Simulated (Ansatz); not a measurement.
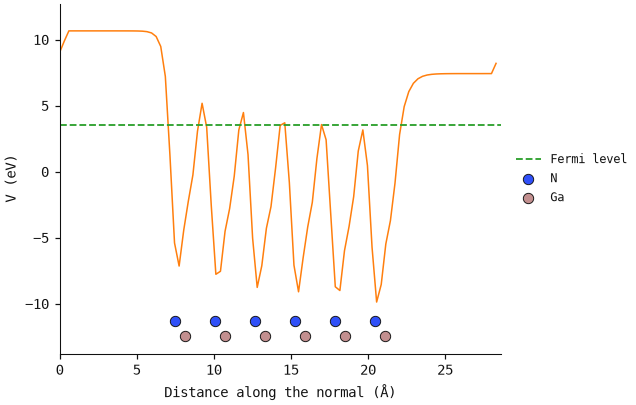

Plane-averaged electrostatic potential energy of an electron across the slab; circles at the bottom mark the heights of the atoms.

This input was run:

```
crystal:
  lattice:
    - [3.1825784921, 0.0, 0.0]
    - [-1.5912892461, 2.7561938237, 0.0]
    - [0.0, 0.0, 28.6033856423]
  atoms:
    - { symbol: "N", position: [0.3333333333, 0.6666666667, 0.2622067224] }
    - { symbol: Ga, position: [0.6666666667, 0.3333333333, 0.2845754192] }
    - { symbol: "N", position: [0.6666666667, 0.3333333333, 0.3528502941] }
    - { symbol: Ga, position: [0.3333333333, 0.6666666667, 0.3752189909] }
    - { symbol: "N", position: [0.3333333333, 0.6666666667, 0.4434938658] }
    - { symbol: Ga, position: [0.6666666667, 0.3333333333, 0.4658625625] }
    - { symbol: "N", position: [0.6666666667, 0.3333333333, 0.5341374375] }
    - { symbol: Ga, position: [0.3333333333, 0.6666666667, 0.5565061342] }
    - { symbol: "N", position: [0.3333333333, 0.6666666667, 0.6247810091] }
    - { symbol: Ga, position: [0.6666666667, 0.3333333333, 0.6471497059] }
    - { symbol: "N", position: [0.6666666667, 0.3333333333, 0.7154245808] }
    - { symbol: Ga, position: [0.3333333333, 0.6666666667, 0.7377932776] }
basis:
  ecutwfc: 420
kpoints:
  mp_grid: { grid: [9, 9, 1] }
hamiltonian:
  xc: pbesol
scf:
  occupations: { method: fixed }
  max_iter: 64
output:
  forces: true
  stress: true
  eigenvalues: true
efield:
  axis: 3
  dipole_correction: true
  ramp_width: 0.04
```

Launched with:
```bash
ansatz run input.yaml --threads 1 --pin off --max-ram 2560MiB --backend cpu --events-out ev --progress --plain --runs-dir out
```

### Read off the work function of each face.

The work function is 3.87 eV at the right face and 7.10 eV at the left.

### Do the two faces differ, and what does that say about the slab's dipole?

The vacuum level is 3.24 eV higher at the left than at the right, so the slab carries a dipole along its normal; the ramp in the vacuum, at or near the edge of the plot, is the dipole correction that keeps each side flat. Some atoms were held fixed in the relaxation, which can itself make the faces differ.

### How thick are slab and vacuum?

The outermost atoms are 13.6 Å apart, which leaves 15.0 Å of vacuum in a cell 28.6 Å high.

The atoms aren't at rest in this cell (largest force 2.0 eV/Å), so the relaxed material can differ.
